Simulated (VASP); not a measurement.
**Absorption of AlAs from time-dependent hybrids**

Which functionals bind an exciton in AlAs? The cell is of the zinc-blende type, one of the forms listed for this formula. The start is a cell from a database of measured crystal structures.

Main program and level: VASP 6.6.1; LDA; plane waves and PAW (As, Al), in the first sound run; inputs show where later runs differ.

**1. Set-up**

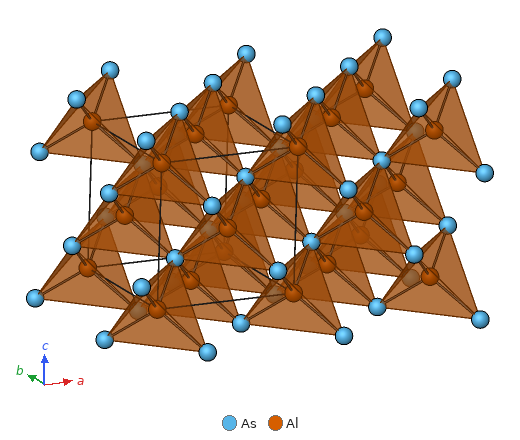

Start, viewed slightly off an axis; arsenic blue, aluminium orange. 2×1×1 cells are drawn. This picture shows the conventional cell, with its axes. Some periodic images of atoms are drawn too.

Coordinates:

```cif
data_structure
_symmetry_space_group_name_H-M 'F-43m'
_symmetry_Int_Tables_number 216
_cell_length_a 5.6608
_cell_length_b 5.6608
_cell_length_c 5.6608
_cell_angle_alpha 90.000
_cell_angle_beta 90.000
_cell_angle_gamma 90.000
_cell_volume 181.40
loop_
_atom_site_label
_atom_site_type_symbol
_atom_site_symmetry_multiplicity
_atom_site_Wyckoff_symbol
_atom_site_fract_x
_atom_site_fract_y
_atom_site_fract_z
_atom_site_occupancy
As1 As 4 c 0.25000 0.25000 0.25000 1
Al1 Al 4 a 0.00000 0.00000 0.00000 1
```

**2. Ground state at LDA**

Many-body steps start from the orbitals of a self-consistent run, here LDA. A small SIGMA keeps every occupation at zero or full.

INCAR reads:

```
SYSTEM = AlAs
PREC = Accurate
ENCUT = 300
EDIFF = 1E-08
NELM = 100
ISMEAR = 0
SIGMA = 0.01
LREAL = .FALSE.
ALGO = Normal
GGA = CA
NBANDS = 10
LORBIT = 11
LWAVE = .TRUE.
LCHARG = .FALSE.
KPAR = 4
```

POSCAR reads:

```
AlAs
1.0
    0.0000000000      2.8304000000      2.8304000000
    2.8304000000      0.0000000000      2.8304000000
    2.8304000000      2.8304000000      0.0000000000
As Al
1 1
Direct
    0.7500000000      0.7500000000      0.7500000000
    0.0000000000      0.0000000000      0.0000000000
```

KPOINTS reads:

```
Automatic mesh
0
Gamma
5 5 5
0 0 0
```

The projector-augmented-wave data sets are As and Al (PBE family, release 64).

The run is started by

```bash
$ mpirun -np 4 vasp_std
```

The log of the run:

```text
[banner, memory and clock lines left out]
running    4 mpi-ranks, on    1 nodes
 distrk:  each k-point on    1 cores,    4 groups
 distr:  one band on    1 cores,    1 groups

 POSCAR found type information on POSCAR AsAl
 POSCAR found :  2 types and       2 ions
|                                                                             |
|               ----> ADVICE to this user running VASP <----                  |
|                                                                             |
|     You enforced a specific xc type in the INCAR file but a different       |
|     [... a line on the potential file left out ...]
|     I HOPE YOU KNOW WHAT YOU ARE DOING!                                     |
|                                                                             |

 LDA part: xc-table for (Slater(with rela. corr.)+CA(PZ))
 , standard interpolation
 POSCAR, INCAR and KPOINTS ok, starting setup
 FFT: planning ... GRIDC
 FFT: planning ... GRID_SOFT
 FFT: planning ... GRID
 WAVECAR not read
 entering main loop
       N       E                     dE             d eps       ncg     rms          rms(c)
DAV:   1     0.660576222961E+01    0.66058E+01   -0.22615E+03   208   0.379E+02
DAV:   2    -0.102620485042E+02   -0.16868E+02   -0.16073E+02   270   0.720E+01
DAV:   3    -0.108054697267E+02   -0.54342E+00   -0.54289E+00   244   0.138E+01
DAV:   4    -0.108090735269E+02   -0.36038E-02   -0.36035E-02   234   0.130E+00
DAV:   5    -0.108091245427E+02   -0.51016E-04   -0.51016E-04   238   0.143E-01    0.321E+00
DAV:   6    -0.105302817123E+02    0.27884E+00   -0.47131E-01   206   0.264E+00    0.182E+00
DAV:   7    -0.104695172251E+02    0.60764E-01   -0.20585E-01   234   0.185E+00    0.669E-01
DAV:   8    -0.104658665441E+02    0.36507E-02   -0.13562E-02   214   0.562E-01    0.824E-02
DAV:   9    -0.104658333444E+02    0.33200E-04   -0.68725E-04   220   0.142E-01    0.401E-02
DAV:  10    -0.104658476309E+02   -0.14286E-04   -0.32427E-05   222   0.313E-02    0.101E-02
DAV:  11    -0.104658488720E+02   -0.12411E-05   -0.30000E-06   226   0.902E-03    0.569E-03
DAV:  12    -0.104658485562E+02    0.31580E-06   -0.14813E-06   218   0.492E-03    0.126E-03
DAV:  13    -0.104658485570E+02   -0.75289E-09   -0.45267E-08   226   0.133E-03
   1 F= -.10465849E+02 E0= -.10465849E+02  d E =-.269327E-26
 writing wavefunctions
```

Run time: 1 s. Hardware: 4 MPI ranks of Intel Xeon 6975P-C (Granite Rapids), shared host; peak memory 0.44 GiB; 1.8 s of CPU time.

The logs omit lines about the potential files and the build; timing stands in the text.

From OUTCAR (step 2):

```text
ion  position               nearest neighbor table
   1  0.750  0.750  0.750-   2 2.45   2 2.45   2 2.45   2 2.45
   2  0.000  0.000  0.000-   1 2.45   1 2.45   1 2.45   1 2.45

  LATTYP: Found a face centered cubic cell.
 ALAT       =     5.6608000000

 Subroutine GETGRP returns: Found 24 space group operations
 (whereof 24 operations were pure point group operations)

The static configuration has the point symmetry T_d .

 Found     10 irreducible k-points:

   k-points           NKPTS =     10   k-points in BZ     NKDIM =     10   number of bands    NBANDS=     10

   dimension x,y,z NGX =    24 NGY =   24 NGZ =   24
   dimension x,y,z NGXF=    48 NGYF=   48 NGZF=   48

   ENCUT  =  300.0 eV  22.05 Ry    4.70 a.u.   5.65  5.65  5.65*2*pi/ulx,y,z

   NELECT =       8.0000    total number of electrons

 k-points in reciprocal lattice and weights: Automatic mesh
   0.00000000  0.00000000  0.00000000       0.008
   0.20000000  0.00000000  0.00000000       0.064
   0.40000000  0.00000000  0.00000000       0.064
   0.20000000  0.20000000  0.00000000       0.048
   0.40000000  0.20000000  0.00000000       0.192
  -0.40000000  0.20000000  0.00000000       0.192
  -0.20000000  0.20000000  0.00000000       0.096
   0.40000000  0.40000000  0.00000000       0.048
  -0.40000000  0.40000000  0.00000000       0.096
  -0.40000000  0.40000000  0.20000000       0.192

 average (electrostatic) potential at core
       1 -49.2799       2 -75.7098

 E-fermi :   3.7585

 k-point     1 :       0.0000    0.0000    0.0000
  band No.  band energies     occupation
      1      -8.2135      2.00000
      2       3.6862      2.00000
      3       3.6862      2.00000
      4       3.6862      2.00000
      5       5.5773      0.00000
      6       7.9213      0.00000
      7       7.9213      0.00000
      8       7.9213      0.00000
      9      12.3012      0.00000
    ...

 k-point     2 :       0.2000    0.0000    0.0000
  band No.  band energies     occupation
      1      -7.8324      2.00000
      2       1.0225      2.00000
      3       3.3336      2.00000
      4       3.3336      2.00000
      5       6.3289      0.00000
      6       8.4610      0.00000
      7       8.4610      0.00000
      8       9.2600      0.00000
      9      11.8472      0.00000
    ...

 k-point     3 :       0.4000    0.0000    0.0000
  band No.  band energies     occupation
      1      -6.9890      2.00000
      2      -1.5097      2.00000
      3       2.9163      2.00000
      4       2.9163      2.00000
      5       5.7892      0.00000
      6       8.3893      0.00000
      7       8.3893      0.00000
      8      11.2682      0.00000
      9      13.5669      0.00000
    ...

  Total       -0.1610914     -0.1610914     -0.1610914      0.0000000      0.0000000      0.0000000
  in kB       -5.6912735     -5.6912735     -5.6912735      0.0000000      0.0000000      0.0000000
  external PRESSURE =      -5.6912735 kB  Pullay stress =       0.0000000 kB

  energy-cutoff  :      300.00
  volume of cell :       45.35
      direct lattice vectors                 reciprocal lattice vectors
     0.000000000  2.830400000  2.830400000    -0.176653477  0.176653477  0.176653477
     2.830400000  0.000000000  2.830400000     0.176653477 -0.176653477  0.176653477
     2.830400000  2.830400000  0.000000000     0.176653477  0.176653477 -0.176653477

 POSITION                                       TOTAL-FORCE (eV/Angst)
 -----------------------------------------------------------------------------------
      4.24560      4.24560      4.24560        -0.000000     -0.000000     -0.000000
      0.00000      0.00000      0.00000         0.000000      0.000000      0.000000
 -----------------------------------------------------------------------------------
    total drift:                               -0.000000     -0.000000     -0.000000

  FREE ENERGIE OF THE ION-ELECTRON SYSTEM (eV)
  ---------------------------------------------------
  free  energy   TOTEN  =       -10.4658485570 eV

  energy  without entropy=      -10.4658485570  energy(sigma->0) =      -10.46584856

 total charge
# of ion       s       p       d       tot
------------------------------------------
    1        1.201   1.694   0.024   2.919
    2        0.398   0.376   0.000   0.774
--------------------------------------------------
tot          1.600   2.070   0.024   3.694

[... 3 further parts left out ...]
```

The gap is read on the k-mesh alone, so it is an upper bound where the band edges lie off the mesh. The PAW data sets were made with PBE, though LDA sets exist; this is a small mismatch.

A gap read on the k-mesh alone can miss the band edges.

Numbers from this step:

- free energy (TOTEN): -10.47 eV
- Fermi energy: 3.759 eV
- pressure: -0.5691 GPa
- gap on the k-mesh: 1.534 eV
- least direct gap on the k-mesh: 1.891 eV

**3. Empty bands, functional LDA**

ALGO = Exact diagonalises the converged Hamiltonian in one step, and LOPTICS writes the k-derivatives of the orbitals (WAVEDER), which give the transition dipoles.

INCAR reads:

```
SYSTEM = AlAs
PREC = Accurate
ENCUT = 300
ISMEAR = 0
SIGMA = 0.01
LREAL = .FALSE.
GGA = CA
NBANDS = 20
ALGO = Exact
NELM = 1
LWAVE = .TRUE.
LCHARG = .FALSE.
LOPTICS = .TRUE.
NEDOS = 1000
CSHIFT = 0.1
```

POSCAR is that of step 2.

KPOINTS is that of step 2.

The run is started by

```bash
$ mpirun -np 4 vasp_std
```

The log of the run:

```text
[banner, memory and clock lines left out]
running    4 mpi-ranks, on    1 nodes
 distrk:  each k-point on    4 cores,    1 groups
 distr:  one band on    1 cores,    4 groups

 POSCAR found type information on POSCAR AsAl
 POSCAR found :  2 types and       2 ions
 [... a notice as in an earlier step ...]

 LDA part: xc-table for (Slater(with rela. corr.)+CA(PZ))
 , standard interpolation
 found WAVECAR, reading the header
  number of bands has changed, file:    10 present:    20
  trying to continue reading WAVECAR, but it might fail
 POSCAR, INCAR and KPOINTS ok, starting setup
 FFT: planning ... GRIDC
 FFT: planning ... GRID_SOFT
 FFT: planning ... GRID
 reading WAVECAR
 random initialization beyond band           10
 the WAVECAR file was read successfully
 initial charge from wavefunction
 entering main loop
       N       E                     dE             d eps       ncg     rms          rms(c)
DIA:   1    -0.104658485574E+02   -0.10466E+02    0.00000E+00     0   0.000E+00
   1 F= -.10465849E+02 E0= -.10465849E+02  d E =-.255325E-15
 writing wavefunctions
 optical routines
 imaginary and real dielectric function
 recalculating local potential from charge density
 direction            1
 direction            2
 direction            3
```

The job ended after 1.6 s (4 MPI ranks; peak memory 0.45 GiB; 4.5 s of CPU time).

OUTCAR, selected parts (step 3):

```text
The static configuration has the point symmetry T_d .

 Found     10 irreducible k-points:

   k-points           NKPTS =     10   k-points in BZ     NKDIM =     10   number of bands    NBANDS=     20

   NELECT =       8.0000    total number of electrons

 E-fermi :   3.7381

 k-point     1 :       0.0000    0.0000    0.0000
  band No.  band energies     occupation
      1      -8.2135      2.00000
      2       3.6861      2.00000
      3       3.6861      2.00000
      4       3.6861      2.00000
      5       5.5772      0.00000
      6       7.9213      0.00000
      7       7.9213      0.00000
      8       7.9213      0.00000
      9      12.3012      0.00000
    ...

 k-point     2 :       0.2000    0.0000    0.0000
  band No.  band energies     occupation
      1      -7.8325      2.00000
      2       1.0224      2.00000
      3       3.3335      2.00000
      4       3.3335      2.00000
      5       6.3288      0.00000
      6       8.4610      0.00000
      7       8.4610      0.00000
      8       9.2599      0.00000
      9      11.8471      0.00000
    ...

  Total       -0.1602977     -0.1602977     -0.1602977     -0.0000000      0.0000000     -0.0000000
  in kB       -5.6632335     -5.6632335     -5.6632335     -0.0000000      0.0000000     -0.0000000
  external PRESSURE =      -5.6632335 kB  Pullay stress =       0.0000000 kB

 POSITION                                       TOTAL-FORCE (eV/Angst)
 -----------------------------------------------------------------------------------
      4.24560      4.24560      4.24560         0.000000      0.000000      0.000000
      0.00000      0.00000      0.00000        -0.000000     -0.000000     -0.000000
 -----------------------------------------------------------------------------------
    total drift:                               -0.000000     -0.000000     -0.000000

  FREE ENERGIE OF THE ION-ELECTRON SYSTEM (eV)
  ---------------------------------------------------
  free  energy   TOTEN  =       -10.4658485574 eV

  energy  without entropy=      -10.4658485574  energy(sigma->0) =      -10.46584856

 plasma frequency squared (from intraband transitions) (eV^2)
  --------------------------------------------------------------------------------------
       0.000       0.000       0.000
       0.000       0.000       0.000
      -0.000      -0.000       0.000

[... 7 parts as in an earlier step ...]

[... 5 further parts left out ...]
```

WAVECAR now holds 20 bands for 8 electrons. Its independent-particle dielectric tensor has xx, yy, zz = 14.0, 14.0, 14.0 on this mesh, which isn't tested for convergence in mesh or bands and lacks local fields.

**4. Casida equation on LDA**

This step: time-dependent LDA, Casida form; plane waves and PAW (As, Al) (VASP 6.6.1).

The Casida equation, in the Tamm-Dancoff approximation (ANTIRES = 0), couples the pairs by a local exchange-correlation kernel; a semilocal kernel is short-ranged. On this coarse mesh the spectra break into peaks of single stars of k points, and those at the smallest gap weigh too much.

INCAR reads:

```
SYSTEM = AlAs
PREC = Accurate
ENCUT = 300
ISMEAR = 0
SIGMA = 0.01
LREAL = .FALSE.
GGA = CA
NBANDS = 20
ALGO = TDHF
NBANDSO = 4
NBANDSV = 4
OMEGAMAX = 25
NEDOS = 1000
CSHIFT = 0.1
PRECFOCK = Fast
LWAVE = .FALSE.
LCHARG = .FALSE.
ANTIRES = 0
LFXC = .TRUE.
LADDER = .FALSE.
```

POSCAR is that of step 3.

KPOINTS is that of step 3.

The run is started by

```bash
$ mpirun -np 4 vasp_std
```

The log of the run:

```text
[banner, memory and clock lines left out]
running    4 mpi-ranks, on    1 nodes
 distrk:  each k-point on    4 cores,    1 groups
 distr:  one band on    1 cores,    4 groups

 POSCAR found type information on POSCAR AsAl
 POSCAR found :  2 types and       2 ions
|                                                                             |
|               ----> ADVICE to this user running VASP <----                  |
|                                                                             |
|     You enforced a specific xc type in the INCAR file but a different       |
|     [... a line on the potential file left out ...]
|     I HOPE YOU KNOW WHAT YOU ARE DOING!                                     |
|                                                                             |

|                                                                             |
|           W    W    AA    RRRRR   N    N  II  N    N   GGGG   !!!           |
|           W    W   A  A   R    R  NN   N  II  NN   N  G    G  !!!           |
|           W    W  A    A  R    R  N N  N  II  N N  N  G       !!!           |
|           W WW W  AAAAAA  RRRRR   N  N N  II  N  N N  G  GGG   !            |
|           WW  WW  A    A  R   R   N   NN  II  N   NN  G    G                |
|           W    W  A    A  R    R  N    N  II  N    N   GGGG   !!!           |
|                                                                             |
|     The default for ENCUTGWSOFT is different in this version of VASP.       |
|     please manually set ENCUTGWSOFT =200 in the INCAR file.                 |
|                                                                             |

 LDA part: xc-table for (Slater(with rela. corr.)+CA(PZ))
 , standard interpolation
 found WAVECAR, reading the header
 POSCAR, INCAR and KPOINTS ok, starting setup
 FFT: planning ... GRIDC
 FFT: planning ... GRID_SOFT
 FFT: planning ... GRID
 reading WAVECAR
 the WAVECAR file was read successfully
 initial charge from wavefunction
 available memory per node:     73.85 GB, setting MAXMEM to     75618

 The Fermi energy was updated, please check that it is located mid-gap
 values below the HOMO (VB) or above the LUMO (CB) will cause erroneous energies
 E-fermi :   4.4530

 the WAVEDER file was read successfully
 responsefunction array rank=     304
 LDA part: xc-table for (Slater(with rela. corr.)+CA(PZ))
 , standard interpolation

 min. memory requirement per mpi rank     52.3 MB, per node    209.3 MB

 Doing            0  frequencies on each core in blocks of            0
 parallelization over k-points
 Using distributed matrix
 Using distributed eigensolver
 allocating two-electron 4 orbital integral table    4    4    4    4
 BSE setting up matrix
 available memory per node:     73.86 GB, setting MAXMEM to     75630
 Calculate matrix elements of the BSE Hamiltonian:
 Workload is divided into blocks of two-electron 4 orbital integrals computed in
  parallel.
 Each block/integral has dimensions  of (   4,   4,   4,   4) orbitals
 Total number of blocks/integrals:                 7875
 Number of spins:                                     1
 Number of kpoints:                                 125
 Spin channel:                                        1
  Number of blocks of unoccupied bands:               1
  Number of blocks of occupied bands:                 1
 Number of rows/columns of blocks:                  125

                                                        Time (sec)
               Integrals                 Ranks       Real         CPU
  [         1 -        500/      7875]     4         0.11        0.00
  [       501 -       1000/      7875]     4         0.21        0.00
  [      1001 -       1500/      7875]     4         0.32        0.00
  [      1501 -       2000/      7875]     4         0.42        0.00
  [      2001 -       2500/      7875]     4         0.53        0.00
  [      2501 -       3000/      7875]     4         0.63        0.00
  [      3001 -       3500/      7875]     4         0.77        0.00
  [      3501 -       4000/      7875]     4         0.92        0.00
  [      4001 -       4500/      7875]     4         1.02        0.00
  [      4501 -       5000/      7875]     4         1.13        0.00
  [      5001 -       5500/      7875]     4         1.23        0.00
  [      5501 -       6000/      7875]     4         1.34        0.00
  [      6001 -       6500/      7875]     4         1.44        0.00
  [      6501 -       7000/      7875]     4         1.55        0.00
  [      7001 -       7500/      7875]     4         1.65        0.00
  [      7501 -       7600/      7875]     4         1.67        0.00
  [      7601 -       7625/      7875]     1         1.69        0.00
  [      7626 -       7725/      7875]     4         1.71        0.00
  [      7726 -       7750/      7875]     1         1.74        0.00
  [      7751 -       7850/      7875]     4         1.76        0.00
  [      7851 -       7870/      7875]     4         1.76        0.00
  [      7871 -       7874/      7875]     4         1.76        0.00
  [      7875 -       7875/      7875]     1         1.76        0.00

 BSE redistributing all elements
 BSE diagonalizing matrix PDSYEVX_ZHEEVX_DESC
 BSE calculating oscillator strength
```

Wall time 3.8 s (4 MPI ranks); peak memory 0.69 GiB; 13 s of CPU time.

Parts of OUTCAR (step 4):

```text
The static configuration has the point symmetry T_d .

 Found     10 irreducible k-points:

   k-points           NKPTS =     10   k-points in BZ     NKDIM =    125   number of bands    NBANDS=     20

   NELECT =       8.0000    total number of electrons

 E-fermi :   4.4530

[... 7 parts as in an earlier step ...]
```

Numbers from this step:

| Quantity | Value |
| --- | --- |
| lowest excitation | 1.896 eV |

The imaginary dielectric function, xx has structure finer than the step of the table below, so its rows give means over 1 eV, whole bins alone (the curve runs from 0 to 25 eV). Peaks (eV: height): 1.9: 11.5, 3.0: 40.2, 4.2: 67.6.

From 4 filled and 4 empty bands alone, without any pair above OMEGAMAX = 25 eV, so strength is missing wherever others contribute; lines are broadened by CSHIFT, which also makes the tail under the first line. Table of imaginary dielectric function, xx by photon energy; means over each step:

| photon energy (eV) | imaginary dielectric function, xx |
| --- | --- |
| 1 | 0.389 |
| 2 | 4.16 |
| 3 | 16.6 |
| 4 | 28.0 |
| 5 | 8.53 |
| 6 | 4.68 |
| 7 | 4.80 |
| 8 | 5.17 |
| 9 | 2.33 |
| 10 | 0.551 |
| 11 | 0.709 |
| 12 | 0.299 |
| 13 | 0.214 |
| 14 | 0.183 |
| 15 | 0.150 |
| 16 | 0.163 |
| 17 | 0.118 |
| 18 | 0.0607 |
| 19 | 0.0633 |
| 20 | 0.0151 |
| 21 | 0.00735 |
| 22 | 0.00586 |

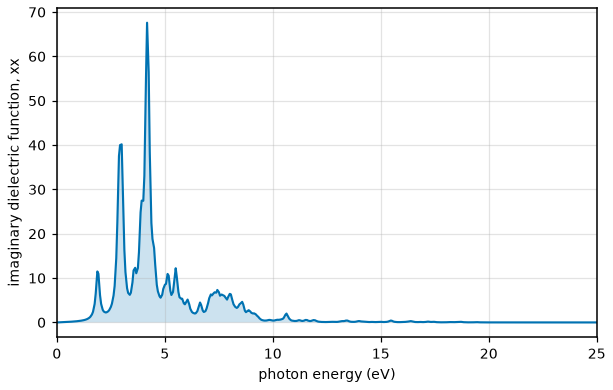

Imaginary dielectric function, xx against photon energy.

The lowest excitation lies at 1.896 eV, +5 meV against the direct gap of these orbitals. Peak heights aren't converged with the mesh, least of all at the onset.

[end of part 1 of 3]

[Lines on the potential files, build, host, timing and source positions are cut from VASP's logs without a mark.]

[Logs are printed without paths, hosts, clocks, repeated set-up lines and the standing remarks that a program may print on its own settings, such as how far it seeks lower states.]

[Hosts, paths, dates, database ids (printed as entryN), source tags and the programs' standing remarks are cut or masked in the printed files.]

[Pressures printed for these runs are not shown converged in the cutoff: they can be off by several GPa and have the wrong sign.]

[In band tables of VASP the shares of atoms and orbitals are scaled to a sum of 1 inside the atoms' spheres.]
